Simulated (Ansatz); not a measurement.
# Run report: Sc3Al5N8, geometry relaxation (part 1 of 2)

Sc3Al5N8 (16 atoms in the cell), computed with DFT PBEsol, scalar-relativistic, plane waves, PAW, no spin polarisation (Ansatz 0.2.0).

The structure was built on a prototype by a generator; it need not be a known phase.

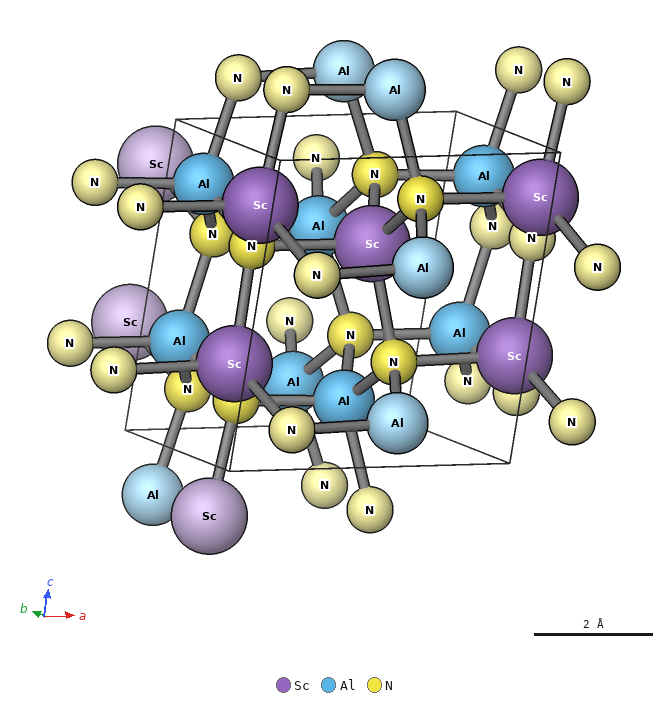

**Figure 1.** The input geometry (ball-and-stick view of the cell of the calculation, seen slightly off an axis; neighbours outside the cell are drawn fainter).

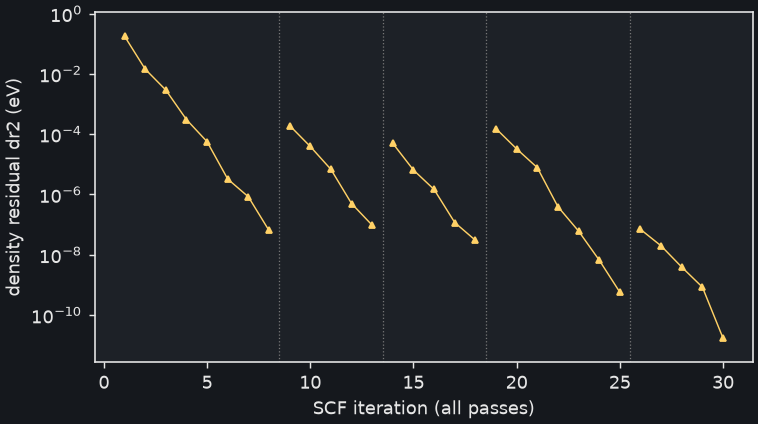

**Figure 2.** Convergence of the self-consistent field: density residual dr2 against the SCF iteration. The dotted lines part the SCF passes of the relaxation: geometry steps, rejected trials and re-solves on a re-selected basis. The 5 passes take 5 to 8 iterations each, 30 in all.

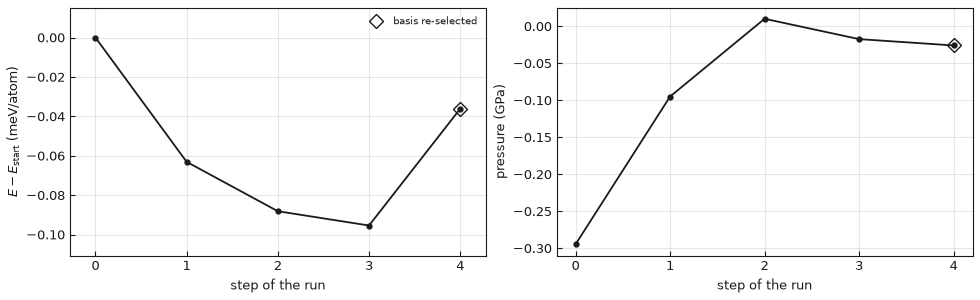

**Figure 3.** Progress of the relaxation, step by step (the first geometry is step 0 here and step 1 in the log). Over 3 geometry steps the energy falls by 0.1 meV per atom. Largest force component: 0.034 eV/Å at the start, 0.0026 eV/Å at the end. Pressure: −0.29 GPa at the start and −0.03 GPa at the end. The atom that moves furthest relative to the cell is N13 (0.004 Å). By element the largest moves are N 0.004 Å, Sc 0.004 Å, Al 0.002 Å. The volume changes by −0.2 %, with a 4.962 → 4.951 Å (−0.2 %), b 6.622 → 6.624 Å (0.0 %), c 6.533 → 6.532 Å (0.0 %). The space group stays Cm (No. 8). A last SCF at the same geometry on a re-selected plane-wave basis shifts the energy by +0.1 meV per atom. (Atoms are counted from 1 in the order of the input.)

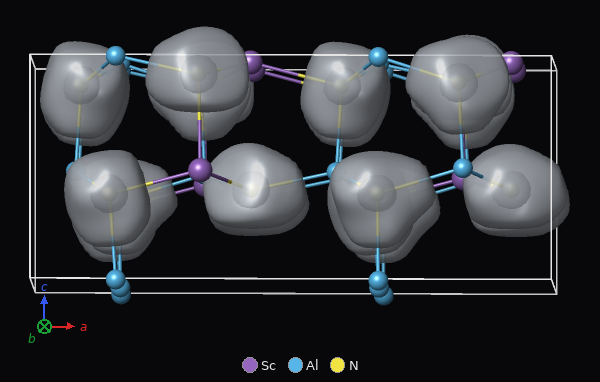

**Figure 4.** Isosurface of the ELF at 0.65 (grey), seen at an oblique angle. Core shells and regions of very low density are left out. Sticks mark near contacts. The outline is the cell set on symmetry axes. Along the contacts the grid gives the following. Al–N (1.87 Å): the ELF is about 0.85 at the midpoint. Sc–N (2.03 Å): the ELF is about 0.25 at the midpoint. The fields are those of the smooth PAW valence density.

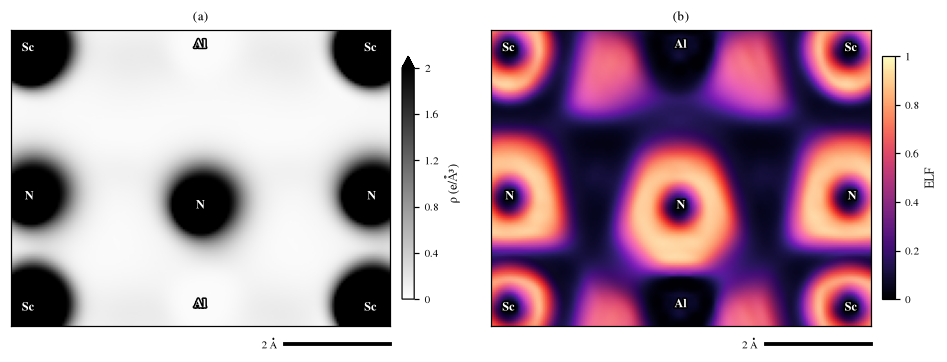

**Figure 5.** (a) valence electron density; (b) electron localisation function on the (100) plane of the conventional cell. The section cuts through Sc, Al and N sites. Al–N (1.89 Å): the density is about 0.66 e/Å³ at the midpoint; the ELF is about 0.85 at the midpoint. Al–N (1.89 Å): ρ is about 0.66 e/Å³ halfway; the ELF is about 0.85 at the midpoint. Sc–N (2.12 Å): the density is about 0.53 e/Å³ at the midpoint; the ELF is about 0.20 at the midpoint. Away from the nuclei the density in this plane falls to 0.07 e/Å³ at its lowest. The strong features right at Sc lie inside the PAW spheres (semicore, d or f shells) and say nothing about bonding.

The input that produced these results follows, with the program's output.

**The input**
```yaml
crystal:
  lattice:
    - [-0.0089121255, -0.005145418, -4.9616109869]
    - [3.3554857084, 5.7089837258, 0.0111397095]
    - [3.2663820822, -5.6575397232, 0.0]
  atoms:
    - { symbol: Sc, position: [0.0170790862, 0.1594393879, 0.3250195175] }
    - { symbol: Sc, position: [0.0170790862, 0.1594393879, 0.8344198704] }
    - { symbol: Al, position: [0.0075266519, 0.6638128357, 0.3319064179] }
    - { symbol: Al, position: [0.005951009, 0.6711280676, 0.8355640338] }
    - { symbol: Sc, position: [0.5156555415, 0.3468881616, 0.6734440808] }
    - { symbol: Al, position: [0.503465846, 0.3390713526, 0.1695356763] }
    - { symbol: Al, position: [0.5056494167, 0.8298071386, 0.6651428198] }
    - { symbol: Al, position: [0.5056494167, 0.8298071386, 0.1646643187] }
    - { symbol: "N", position: [0.5883992752, 0.1566069176, 0.3159873593] }
    - { symbol: "N", position: [0.5883992752, 0.1566069176, 0.8406195583] }
    - { symbol: "N", position: [0.6202489696, 0.6669820941, 0.3334910471] }
    - { symbol: "N", position: [0.6252435996, 0.6942370416, 0.8471185208] }
    - { symbol: "N", position: [0.0889178093, 0.3525506748, 0.6762753374] }
    - { symbol: "N", position: [0.1234686075, 0.3556948394, 0.1778474197] }
    - { symbol: "N", position: [0.1236332046, 0.8089640223, 0.6533207112] }
    - { symbol: "N", position: [0.1236332046, 0.8089640223, 0.1556433111] }
basis:
  ecutwfc: 420
kpoints:
  mp_grid: { grid: [6, 4, 4] }
hamiltonian:
  xc: pbesol
scf:
  occupations: { method: gaussian, width: 0.02 }
output:
  forces: true
  stress: true
  eigenvalues: true
  write_density: true
  write_potential: true
  elf: true
  volumetric_format: npy
relax:
  adjacent_minimum: "off"
  f_tol: 0.005
  max_steps: 80
  cell: { stress_tol: 0.05 }
```

Run as:
```bash
ansatz run input.yaml --threads 4 --pin off --max-ram 10240MiB --backend cpu --events-out ev --progress --plain --runs-dir out
```

**Log**
```
Engine: ansatz 0.2.0, x86_64-unknown-linux-gnu
Pseudopotentials: kind: paw
Pseudopotential: Sc, paw, valence charge 11, recommended cutoff 420 eV (normal), Sc.paw.azcp
Pseudopotential: Al, paw, valence charge 3, recommended cutoff 420 eV (normal), Al.paw.azcp
Pseudopotential: N, paw, valence charge 5, recommended cutoff 420 eV (normal), N.paw.azcp
Functional definition: PBEsol
  exchange = pbesol_x
  correlation = pbesol_c
Crystal: 16 atoms, lattice volume = 186.712 Å³
Basis set: ecut = 420 eV, 3625 PW (Γ), exchange–correlation on 72×90×90 points (8 copies of the dense FFT grid, shifted against one another)
Bands: 60, of which v1, the nominal top of the filled ones, is band 44 counted from 1 (43 counted from 0)
Symmetry: 2 space group operations
Space group: Cm (ITA 8), of the structure as read, at distance tolerance 5.7e-5 Å
k-points: 34 of 96 (time reversal used)
Non-local potential: Sc, projectors of the file, l = 0: 3, l = 1: 2, l = 2: 3, l = 3: 1
Non-local potential: Al, projectors of the file, l = 0: 2, l = 1: 2, l = 2: 1
Non-local potential: N, projectors of the file, l = 0: 2, l = 1: 2, l = 2: 1
PAW form: soft (Blöchl's): semilocal exchange-correlation on the pseudo side does not see the compensation charge
PAW frozen core: Sc, regenerated for the run's functional, and the local potential with it (the file was generated under x = pbe(κ = 0.804, μ = 0.2195149727645171), c = pbe(β = 0.06672455060314922))
PAW frozen core: Al, regenerated for the run's functional, and the local potential with it (the file was generated under x = pbe(κ = 0.804, μ = 0.2195149727645171), c = pbe(β = 0.06672455060314922))
PAW frozen core: N, regenerated for the run's functional, and the local potential with it (the file was generated under x = pbe(κ = 0.804, μ = 0.2195149727645171), c = pbe(β = 0.06672455060314922))
PAW one-centre angular grid: Sc, 590 points (default); XC on 64 Gauss nodes
PAW one-centre angular grid: Al, 110 points (default); XC on 64 Gauss nodes
PAW one-centre angular grid: N, 110 points (default); XC on 64 Gauss nodes
Initial density: superposition of atomic densities (neutral atoms: chi_scale 0, normalization atom), corrected by the library's trained network
Initial wavefunctions: pseudopotential atomic-orbital guess
Functional: x = pbesol(κ = 0.804, μ = 0.12345679012345678), c = pbesol(β = 0.046)
SCF iter   1: F=—  HF=-12008.966992 eV  |F-HF|=—  |Δ(HF+E_count)|=         —  Δρ=9.52e-3  dr2=1.78e-1  ethr=1.77e-3  ⟨swp⟩=6.3  Hψ=8851  notcnv=0  defer=21
preconditioner: auto → Resta (q_TF=auto, 2.407 Å⁻¹)  ε∞=5.7  [insulator: Δε(μ)=3.074 eV  Ē_g=10.042 eV  σ=0.020 eV  W_gap=1.00  n_scr=44 (ndim 8)  ℏωp=21.7 eV  f_vac=0.000  D(μ)=0.00/eV (n_scr^D=0)  ε∞_Penn≈5.7]
SCF iter   2: F=—  HF=-12008.918316 eV  |F-HF|=—  |Δ(HF+E_count)|=   4.87e-2  Δρ=2.35e-3  dr2=1.44e-2  ethr=2.02e-4  ⟨swp⟩=2.0  Hψ=3332  notcnv=0  defer=374
SCF iter   3: F=—  HF=-12008.915096 eV  |F-HF|=—  |Δ(HF+E_count)|=   3.22e-3  Δρ=1.08e-3  dr2=2.91e-3  ethr=1.64e-5  ⟨swp⟩=2.1  Hψ=2546  notcnv=0  defer=374
SCF iter   4: F=—  HF=-12008.914548 eV  |F-HF|=—  |Δ(HF+E_count)|=   5.48e-4  Δρ=4.08e-4  dr2=3.05e-4  ethr=3.31e-6  ⟨swp⟩=2.0  Hψ=2488  notcnv=0  defer=374
SCF iter   5: F=—  HF=-12008.914530 eV  |F-HF|=—  |Δ(HF+E_count)|=   1.78e-5  Δρ=1.65e-4  dr2=5.62e-5  ethr=3.47e-7  ⟨swp⟩=2.0  Hψ=2697  notcnv=0  defer=374
SCF iter   6: F=—  HF=-12008.914267 eV  |F-HF|=—  |Δ(HF+E_count)|=   2.63e-4  Δρ=4.17e-5  dr2=3.24e-6  ethr=6.38e-8  ⟨swp⟩=2.0  Hψ=2658  notcnv=0  defer=374
SCF iter   7: F=—  HF=-12008.914268 eV  |F-HF|=—  |Δ(HF+E_count)|=   1.34e-6  Δρ=2.00e-5  dr2=8.34e-7  ethr=3.69e-9  ⟨swp⟩=2.0  Hψ=2627  notcnv=0  defer=374
SCF iter   8: F=-12008.914268 eV  HF=-12008.914268 eV  |F-HF|=2.31e-8  |Δ(HF+E_count)|=   1.20e-7  Δρ=5.54e-6  dr2=6.36e-8  ethr=1.14e-10  ⟨swp⟩=11.6  Hψ=13837  notcnv=0
SCF 1 converged in 8 iterations: F = -12008.914268 eV  dr2 = 6.36e-8
  greatest PAW one-centre occupation: 0.998 electrons in one spin orbital (limit 2), on the Sc atom at site 1 (counted from 0), in its partial waves of l = 0
relax step   1: F+E_penalty+E_count = -12008.91426797 eV  Δ(F+E_penalty+E_count) = +0.000e0 eV  max|allowed force component| = 3.447e-2 eV/Å  Δτ_max = 0.0000 Å  P = -0.295 GPa  Ω = 186.712 Å³  (8 SCF iters, dr2 threshold 1.00e-7 eV, accepted)
Crystal: 16 atoms, lattice volume = 186.499 Å³
Basis set: ecut = 420 eV, 3621 PW (Γ), exchange–correlation on 72×90×90 points (8 copies of the dense FFT grid, shifted against one another)
Initial density: handed on by an earlier stage of this run
Initial wavefunctions: those handed on with the density
iter 1 solved again at ethr=2.15e-7 eV; its pass at ethr=3.10e-3 eV (dr2=1.89e-4 eV) is discarded
SCF iter   1: F=—  HF=-12008.915537 eV  |F-HF|=—  |Δ(HF+E_count)|=         —  Δρ=2.74e-4  dr2=1.93e-4  ethr=2.15e-7  ⟨swp⟩=3.0  Hψ=7537  notcnv=0
preconditioner: auto → Resta (q_TF=auto, 2.407 Å⁻¹)  ε∞=5.7  [insulator: Δε(μ)=3.156 eV  Ē_g=10.080 eV  σ=0.020 eV  W_gap=1.00  n_scr=44 (ndim 8)  ℏωp=21.8 eV  f_vac=0.000  D(μ)=0.00/eV (n_scr^D=0)  ε∞_Penn≈5.7]
SCF iter   2: F=—  HF=-12008.915288 eV  |F-HF|=—  |Δ(HF+E_count)|=   2.49e-4  Δρ=1.14e-4  dr2=3.90e-5  ethr=2.15e-7  ⟨swp⟩=2.0  Hψ=2840  notcnv=0
SCF iter   3: F=—  HF=-12008.915279 eV  |F-HF|=—  |Δ(HF+E_count)|=   9.54e-6  Δρ=5.06e-5  dr2=6.78e-6  ethr=4.44e-8  ⟨swp⟩=2.2  Hψ=2701  notcnv=0
SCF iter   4: F=—  HF=-12008.915277 eV  |F-HF|=—  |Δ(HF+E_count)|=   1.57e-6  Δρ=1.55e-5  dr2=4.99e-7  ethr=7.70e-9  ⟨swp⟩=2.0  Hψ=2856  notcnv=0
SCF iter   5: F=-12008.915277 eV  HF=-12008.915277 eV  |F-HF|=5.97e-8  |Δ(HF+E_count)|=   5.64e-8  Δρ=6.03e-6  dr2=9.50e-8  ethr=3.44e-10  ⟨swp⟩=12.1  Hψ=13137  notcnv=0
SCF 2 converged in 5 iterations: F = -12008.915277 eV  dr2 = 9.50e-8
relax step   2: F+E_penalty+E_count = -12008.91527691 eV  Δ(F+E_penalty+E_count) = -1.009e-3 eV  max|allowed force component| = 1.247e-2 eV/Å  Δτ_max = 0.0023 Å  P = -0.095 GPa  Ω = 186.499 Å³  energy of the carried Pulay correction = +5.805e-4 eV  (5 SCF iters, dr2 threshold 3.02e-7 eV, accepted)
Crystal: 16 atoms, lattice volume = 186.383 Å³
iter 1 solved again at ethr=5.43e-8 eV; its pass at ethr=3.10e-3 eV (dr2=4.78e-5 eV) is discarded
SCF iter   1: F=—  HF=-12008.915950 eV  |F-HF|=—  |Δ(HF+E_count)|=         —  Δρ=1.59e-4  dr2=4.93e-5  ethr=5.43e-8  ⟨swp⟩=2.6  Hψ=7322  notcnv=0
preconditioner: auto → Resta (q_TF=auto, 2.408 Å⁻¹)  ε∞=5.7  [insulator: Δε(μ)=3.154 eV  Ē_g=10.085 eV  σ=0.020 eV  W_gap=1.00  n_scr=44 (ndim 8)  ℏωp=21.8 eV  f_vac=0.000  D(μ)=0.00/eV (n_scr^D=0)  ε∞_Penn≈5.7]
SCF iter   2: F=—  HF=-12008.915733 eV  |F-HF|=—  |Δ(HF+E_count)|=   2.17e-4  Δρ=5.79e-5  dr2=6.43e-6  ethr=5.43e-8  ⟨swp⟩=2.1  Hψ=3074  notcnv=0
SCF iter   3: F=—  HF=-12008.915678 eV  |F-HF|=—  |Δ(HF+E_count)|=   5.50e-5  Δρ=2.62e-5  dr2=1.46e-6  ethr=7.31e-9  ⟨swp⟩=2.1  Hψ=2838  notcnv=0
SCF iter   4: F=—  HF=-12008.915678 eV  |F-HF|=—  |Δ(HF+E_count)|=   2.75e-7  Δρ=7.30e-6  dr2=1.17e-7  ethr=1.66e-9  ⟨swp⟩=2.0  Hψ=2764  notcnv=0
SCF iter   5: F=-12008.915678 eV  HF=-12008.915678 eV  |F-HF|=1.90e-8  |Δ(HF+E_count)|=   5.86e-9  Δρ=3.43e-6  dr2=3.01e-8  ethr=4.49e-11  ⟨swp⟩=11.1  Hψ=11534  notcnv=0
SCF 3 converged in 5 iterations: F = -12008.915678 eV  dr2 = 3.01e-8
relax step   3: F+E_penalty+E_count = -12008.91567764 eV  Δ(F+E_penalty+E_count) = -4.007e-4 eV  max|allowed force component| = 9.425e-3 eV/Å  Δτ_max = 0.0009 Å  P = +0.010 GPa  Ω = 186.383 Å³  energy of the carried Pulay correction = +8.983e-4 eV  (5 SCF iters, dr2 threshold 3.95e-8 eV, accepted)
Crystal: 16 atoms, lattice volume = 186.354 Å³
iter 1 solved again at ethr=1.70e-7 eV; its pass at ethr=3.10e-3 eV (dr2=1.49e-4 eV) is discarded
SCF iter   1: F=—  HF=-12008.916090 eV  |F-HF|=—  |Δ(HF+E_count)|=         —  Δρ=3.00e-4  dr2=1.52e-4  ethr=1.70e-7  ⟨swp⟩=2.1  Hψ=7619  notcnv=0  defer=1
preconditioner: auto → Resta (q_TF=auto, 2.408 Å⁻¹)  ε∞=5.7  [insulator: Δε(μ)=3.141 eV  Ē_g=10.085 eV  σ=0.020 eV  W_gap=1.00  n_scr=44 (ndim 8)  ℏωp=21.8 eV  f_vac=0.000  D(μ)=0.00/eV (n_scr^D=0)  ε∞_Penn≈5.7]
SCF iter   2: F=—  HF=-12008.916068 eV  |F-HF|=—  |Δ(HF+E_count)|=   2.17e-5  Δρ=1.46e-4  dr2=3.24e-5  ethr=1.70e-7  ⟨swp⟩=2.1  Hψ=2564  notcnv=0
SCF iter   3: F=—  HF=-12008.915848 eV  |F-HF|=—  |Δ(HF+E_count)|=   2.21e-4  Δρ=6.18e-5  dr2=7.75e-6  ethr=3.68e-8  ⟨swp⟩=2.1  Hψ=2810  notcnv=0
SCF iter   4: F=—  HF=-12008.915794 eV  |F-HF|=—  |Δ(HF+E_count)|=   5.38e-5  Δρ=1.39e-5  dr2=3.91e-7  ethr=8.81e-9  ⟨swp⟩=2.0  Hψ=2893  notcnv=0
SCF iter   5: F=—  HF=-12008.915794 eV  |F-HF|=—  |Δ(HF+E_count)|=   3.79e-8  Δρ=5.84e-6  dr2=6.07e-8  ethr=4.45e-10  ⟨swp⟩=2.0  Hψ=2867  notcnv=0
SCF iter   6: F=—  HF=-12008.915794 eV  |F-HF|=—  |Δ(HF+E_count)|=   4.68e-9  Δρ=1.94e-6  dr2=6.61e-9  ethr=6.90e-11  ⟨swp⟩=2.0  Hψ=2989  notcnv=0
SCF iter   7: F=-12008.915794 eV  HF=-12008.915794 eV  |F-HF|=1.07e-10  |Δ(HF+E_count)|=  1.06e-10  Δρ=5.63e-7  dr2=5.69e-10  ethr=6.31e-12  ⟨swp⟩=10.4  Hψ=10772  notcnv=0
SCF 4 converged in 7 iterations: F = -12008.915794 eV  dr2 = 5.69e-10
relax step   4: F+E_penalty+E_count = -12008.91579373 eV  Δ(F+E_penalty+E_count) = -1.161e-4 eV  max|allowed force component| = 2.610e-3 eV/Å  Δτ_max = 0.0027 Å  P = -0.017 GPa  Ω = 186.354 Å³  energy of the carried Pulay correction = +9.767e-4 eV  (7 SCF iters, dr2 threshold 5.55e-9 eV, accepted)
Initial wavefunctions: pseudopotential atomic-orbital guess (no wavefunctions were taken with the density)
iter 1 solved again at ethr=1.60e-7 eV; its pass at ethr=3.10e-3 eV (dr2=1.41e-4 eV) is discarded
```
